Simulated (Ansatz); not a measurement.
# Range and sign of the Cr–Cr exchange couplings in ferromagnetic zinc-blende CrN, LDA+U

A metal can carry magnetic coupling over many lattice spacings, yet its order may still rest on the nearest neighbours alone. We ask which case holds for CrN in the zinc-blende structure, a different crystal from the familiar rock-salt CrN, which is antiferromagnetic at low temperature. The question matters for spin electronics, where ferromagnets that share the tetrahedral lattice of common semiconductors are wanted as spin-injecting contacts. We calculate the coupling J between pairs of Cr moments in the ferromagnetic state with LDA and a U of 2.1 eV on Cr. Positive J favours parallel moments. The couplings at constrained moments are set against those at rigid moments; no measured coupling enters the comparison.

## How the numbers were made

One system, CrN (zinc-blende, F-43m), in the lowest of the collinear states that were tried (ferromagnetic, 2 atom(s), 1 counted as magnetic, largest moment 1.88 muB), from cells of the Materials Project database (relaxed there by DFT; the phase may be known from computation alone). Ansatz 0.2.0, plane waves with its default PAW datasets, cutoff 420 eV, collinear spins without spin-orbit coupling, Fermi-Dirac smearing of 0.02 eV. The k mesh is 12×12×12 and the sums for the couplings run over 12×12×12. Functional: LDA, Dudarev U (eV) Cr 2.1. The couplings are taken at constrained moments: the directions are held and the rest of the density and field relaxes in linear response. A second set comes from the magnetic force theorem at rigid moments: each moment turns with its exchange field frozen. The mean-field temperature from all couplings of the first set is 623 K. Shells are pairs of one length, elements and relative sign; shells whose pairs differ much, and those beyond half the range that the mesh resolves, are left out. By the count of bands on its mesh the state is metallic. The same in all rows: elements and relative sign of the two moments in this state: Cr–Cr, parallel.

Notes on method and selection:

- J is defined by E = -sum over ordered pairs (each pair twice) of J e_i.e_j with unit vectors e, a classical Heisenberg model without biquadratic or multi-spin terms, so J > 0 favours parallel moments and the moment's size is inside J.
- The state is the lowest of a few collinear starts and need not be the true ground state; spin-orbit coupling is left out.
- Far couplings are the most sensitive to the k mesh.
- Couplings at rigid moments can miss in size and sometimes in sign.
- U values of this size are meant for oxides; on sulphides, selenides, tellurides and metals they can be too large and impose a moment that the real crystal lacks.
- Ansatz's own search for a lower self-consistent state was switched off in these runs, so a run may rest in a state that is not the lowest for its pattern of moments.
- Runs whose couplings were flagged as in doubt, moved by over 30 per cent with the upper empty bands, lost their pattern of moments or rest on unlike orbital states are not listed.
- For crystals with 4f or 5f elements only couplings at constrained moments are used, since rigid ones can be several times too large.
- Runs that did not converge, have known faults or may not be shown are not listed, and runs on Ansatz's PAW sets soft_1 and soft_2 are kept to separate tables.

Columns:

- distance (Å): distance of the pair.
- neighbours: such neighbours per magnetic atom.
- J, constrained (meV): mean J of the shell at constrained moments.
- J, rigid (meV): mean J of the same pairs at rigid moments.
- part in mean field (meV): J times neighbours times the relative sign, first set: the shell's part in the mean field that holds this state (negative: it works against the state).

Input lines of one member:

```
magnetization:
  spin_polarized: true
kpoints:
  mp_grid: { grid: [12, 12, 12] }
  band_path:
    path:
      - [0.0, 0.0, 0.0]
      - [-0.5, -0.5, 0.0]
      - [-0.375, -0.375, 0.25]
      - [-0.375, 0.0, 0.375]
      - [0.0, 0.0, 0.0]
      - [0.0, 0.0, 0.5]
      - [-0.5, -0.25, 0.25]
    npoints: 11
hamiltonian:
  xc: lda
  hubbard:
    sites: [{ species: Cr, l: d, u_eff: 2.1, starting_ns: occupation_matrices }]
scf:
  occupations: { method: fermi_dirac, width: 0.02 }
  lower_state_search: "off"
output:
  write_bands: true
  eigenstates:
    nscf_kmesh: { grid: [12, 12, 12] }
    top_band: c20
    exchange_couplings: { magnetic: [{ species: Cr }] }
```

Command (options for logging and memory left out): `ansatz run input.yaml`

## The series

| member | distance (Å) | neighbours | J, constrained (meV) | J, rigid (meV) | part in mean field (meV) |
| --- | --- | --- | --- | --- | --- |
| Cr–Cr at 3.11 Å | 3.11 | 12 | 8.355 | 7.069 | 100.26 |
| Cr–Cr at 4.40 Å | 4.40 | 6 | 1.159 | 0.968 | 6.95 |
| Cr–Cr at 5.39 Å | 5.39 | 24 | ? | ? | ? |
| Cr–Cr at 6.22 Å | 6.22 | 12 | −0.049 | 0.128 | −0.59 |
| Cr–Cr at 6.96 Å | 6.96 | 24 | −0.229 | −0.150 | −5.49 |
| Cr–Cr at 7.62 Å | 7.62 | 8 | −0.831 | −0.755 | −6.65 |
| Cr–Cr at 8.23 Å | 8.23 | 48 | 0.358 | 0.312 | 17.17 |
| Cr–Cr at 8.80 Å | 8.80 | 6 | −0.755 | −0.600 | −4.53 |

Cells marked ? are withheld until the estimate has been made.

J, constrained (meV) against distance (Å), members shown:

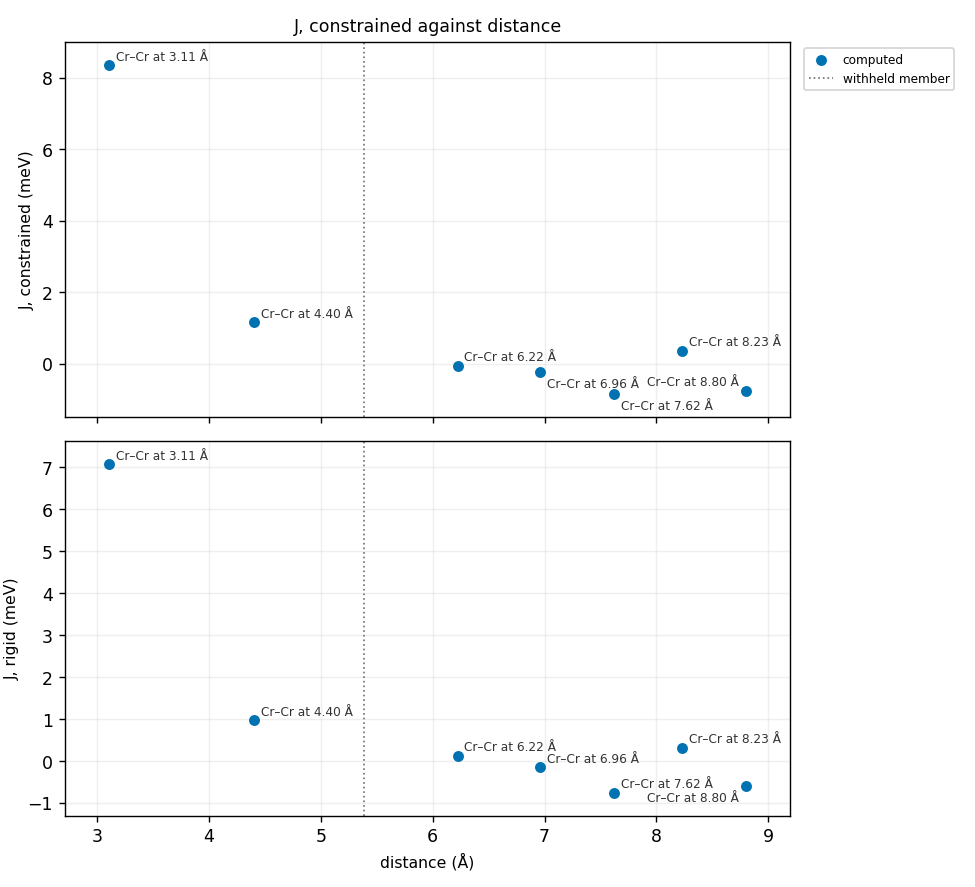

## What drives the series

The coupling drops steeply at first. From 3.11 to 4.40 Å it falls from 8.355 to 1.159 meV, a factor of 8.355 / 1.159 = 7.2. Farther out the steady fall ends: J is −0.229 meV at 6.96 Å, −0.831 at 7.62 Å, +0.358 at 8.23 Å and −0.755 at 8.80 Å.

The strong first coupling fits a picture in which Cr d states mix with N p states in partly filled bands. Nearest Cr atoms share a nitrogen neighbour, and parallel moments let electrons move between them more easily, which lowers the band energy. Direct d–d overlap at 3.11 Å may add to the coupling or oppose it.

The alternating signs at long range are what conduction electrons can produce, since their response to a local moment oscillates with distance and depends on direction through the shape of the Fermi surface. Some of the irregularity may also come from the k mesh, to which far couplings are the most sensitive.

For the order, the number of neighbours counts as much as J. The parts of the shown shells sum to 100.26 + 6.95 − 0.59 − 5.49 − 6.65 + 17.17 − 4.53 = 107.12 meV, of which the first shell gives 100.26 meV. The 48 neighbours at 8.23 Å contribute 17.17 meV, more than the second shell, although their single coupling is about a third as large. This is almost cancelled by the four negative shells, which sum to −0.59 − 5.49 − 6.65 − 4.53 = −17.26 meV. Among the shells shown, the nearest neighbours therefore decide for ferromagnetism.

Rigid moments give the same picture with a first coupling lower by 8.355 − 7.069 = 1.286 meV. The two sets differ in sign only at 6.22 Å, where both values are close to zero.

## Blind estimate

Plain estimates from the members shown:

- Cr–Cr at 5.39 Å, straight-line interpolation between Cr–Cr at 4.40 Å and Cr–Cr at 6.22 Å: w = (5.39 − 4.40) / (6.22 − 4.40) = 0.544, so 1.159 + 0.544 × (−0.049 − 1.159) = 0.502 meV

Straight-line interpolation gives 0.502 meV at 5.39 Å, but it fails where the signs alternate. Applied to the 8.23 Å shell from its neighbours at 7.62 and 8.80 Å, it gives −0.79 meV against the tabulated 0.358 meV, a miss of 1.15 meV.

The mean-field temperature offers a better route, because it contains the withheld shell. For one magnetic atom per cell and ferromagnetic order, the definition of J gives k_B T = (2/3) J₀, where J₀ is the sum of J over all neighbours. With k_B = 0.08617 meV/K, J₀ = 3 × 0.08617 × 623 / 2 = 80.53 meV. The shown shells sum to 107.12 meV, which leaves 80.53 − 107.12 = −26.59 meV for the withheld shell and all shells beyond 8.80 Å. If the distant shells cancel, J = −26.59 / 24 = −1.11 meV.

That cancellation is the weak point. The five shells from 6.22 to 8.80 Å do cancel, to −0.09 meV in total, but their separate parts have a root mean square of 8.8 meV. How many distant shells matter is not known; assuming two more of that size with independent signs gives a rough uncertainty of 8.8 × √2 / 24 = 0.52 meV. We therefore expect an antiferromagnetic coupling at 5.39 Å, one that weakens the ferromagnetic order without overturning it.

**Committed estimate, Cr–Cr at 5.39 Å: J, constrained = −1.1 ± 0.5 meV.**

## How the estimate fared

| member | distance (Å) | neighbours | J, constrained (meV) | J, rigid (meV) | part in mean field (meV) |
| --- | --- | --- | --- | --- | --- |
| Cr–Cr at 5.39 Å | 5.39 | 24 | −1.600 | −1.110 | −38.40 |

| member | estimate | J, constrained (meV) | computed | estimate − computed | miss in error bars |
| --- | --- | --- | --- | --- | --- |
| Cr–Cr at 5.39 Å | committed | −1.100 | −1.600 | +0.500 | 1.0 |
| Cr–Cr at 5.39 Å | interpolation | 0.502 | −1.600 | +2.102 |  |

J, constrained (meV) against distance (Å):

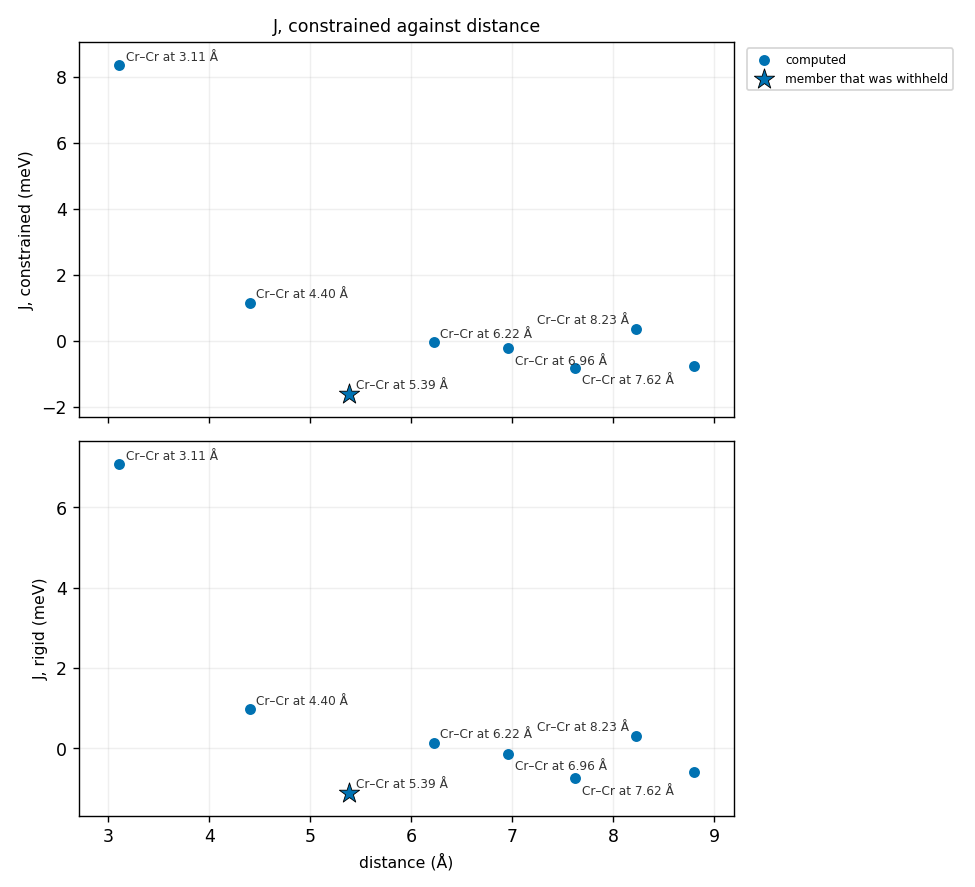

The estimate of −1.1 ± 0.5 meV lies at the edge of its error bar: the computed coupling is −1.600 meV, more negative by 0.5 meV. Straight-line interpolation gave the wrong sign and missed by 2.102 meV.

The sum rule follows from the definition of the mean-field temperature, so the miss must come from the assumption that the distant shells cancel. With the third shell included, the listed parts sum to 107.12 − 38.40 = 68.72 meV, while the temperature requires 80.53 meV. The shells beyond 8.80 Å therefore add 80.53 − 68.72 = 11.81 meV in favour of ferromagnetism. Spread over the 24 neighbours of the third shell this is 11.81 / 24 = 0.49 meV per pair, which accounts for the miss.

The result also changes our picture of the order. The nearest neighbours still decide its sign, but the third shell takes back 38.40 / 100.26 = 38 per cent of their contribution and so helps to set its strength.

## Exceptions

The third shell, at 5.39 Å, departs most from a steady fall with distance. Its −1.600 meV is larger in size than the +1.159 meV of the second shell and opposite in sign. The rigid-moment value, −1.110 meV, is also negative, so the sign does not depend on how the moments are treated.

The fourth shell, at 6.22 Å, stands out for the opposite reason: at −0.049 meV it is almost zero, and its sign changes between the two sets. Both shells can be reached by two nearest-neighbour steps, along a bent path for the third and a straight one for the fourth. Direction may therefore matter as well as distance, though the two shells differ in both and cannot separate them.

A likely reason is the metallic state. The total moment per cell is not a whole number, so electrons of both spins are present at the Fermi level. Their response can alternate in sign and differ between crystal directions. Which parts of the Fermi surface favour the negative third-shell coupling is not shown in the table.

## Summary

In this ferromagnetic state the nearest-neighbour coupling dominates, but beyond it distance alone does not predict J: interpolation missed by 2.1 meV at 5.39 Å and by 1.15 meV at 8.23 Å, more than most of the far couplings themselves.

For the mean-field temperature, T = 2J₀ / (3k_B), the cut-off matters. The first shell alone gives 2 × 100.26 / (3 × 0.08617) = 776 K, and all eight listed shells give 2 × 68.72 / (3 × 0.08617) = 532 K, against 623 K from all couplings. Against the full mean-field sum, a model with nearest neighbours only is thus 776 − 623 = 153 K too high, and one cut at 8.80 Å is 623 − 532 = 91 K too low.

Mean-field theory also neglects correlated spin fluctuations, so for given couplings it tends to overestimate the ordering temperature.

[Logs are printed without paths, hosts, clocks, repeated set-up lines and the standing remarks that a program may print on its own settings, such as how far it seeks lower states.]
